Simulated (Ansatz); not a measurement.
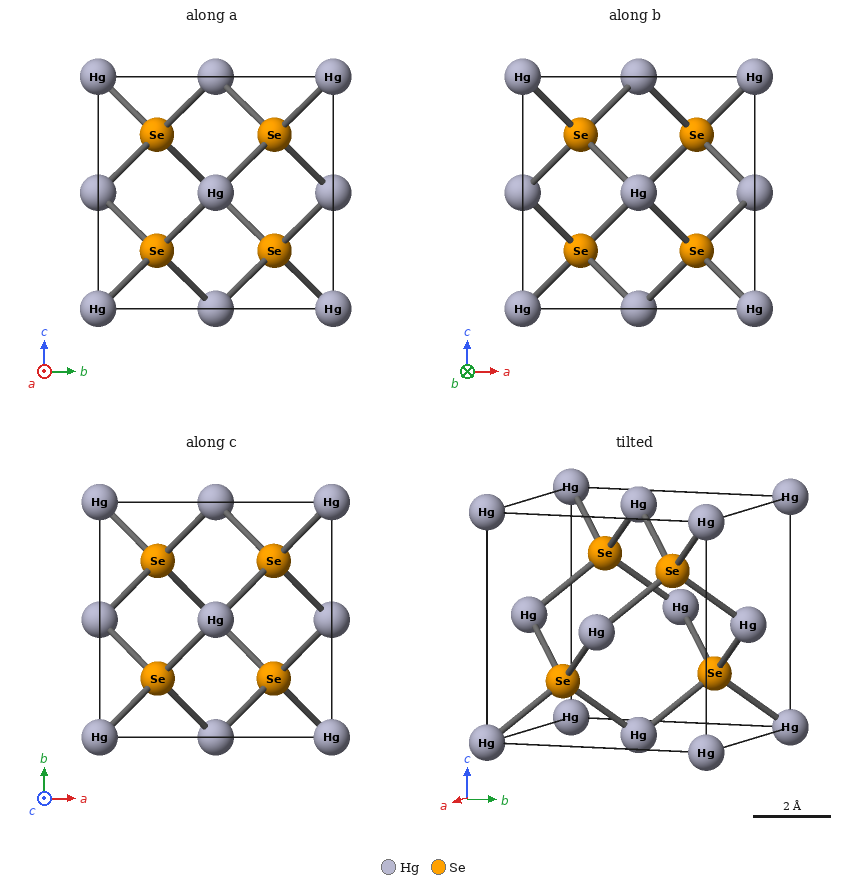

This ball-and-stick model is shown along the a axis, along the b axis, along the c axis and slightly off an axis. The parallelepiped is the drawn cell (a repeat of the simulation cell).

Lattice parameters: a = 6.1024 Å, b = 6.1853 Å, c = 6.1024 Å, α = 90.000°, β = 90.000°, γ = 90.000°.

> Convert the drawing into a CIF in P1 with every atom of the cell.

```cif
data_structure
_symmetry_space_group_name_H-M 'P 1'
_symmetry_Int_Tables_number 1
_cell_length_a 6.1024
_cell_length_b 6.1853
_cell_length_c 6.1024
_cell_angle_alpha 90.000
_cell_angle_beta 90.000
_cell_angle_gamma 90.000
_cell_volume 230.34
loop_
_atom_site_label
_atom_site_type_symbol
_atom_site_fract_x
_atom_site_fract_y
_atom_site_fract_z
_atom_site_occupancy
Hg1 Hg 0.0000 0.0000 0.0000 1
Se1 Se 0.7500 0.2500 0.2500 1
Hg2 Hg 0.5000 0.0000 0.5000 1
Se2 Se 0.2500 0.2500 0.7500 1
Hg3 Hg 0.5000 0.5000 0.0000 1
Se3 Se 0.2500 0.7500 0.2500 1
Hg4 Hg 0.0000 0.5000 0.5000 1
Se4 Se 0.7500 0.7500 0.7500 1
```

Provenance: a structure type filled with these elements by a generator (whether the compound takes this form wasn't checked). The cell was then strained or its atoms displaced on purpose. It was run through Ansatz as a DFT input.
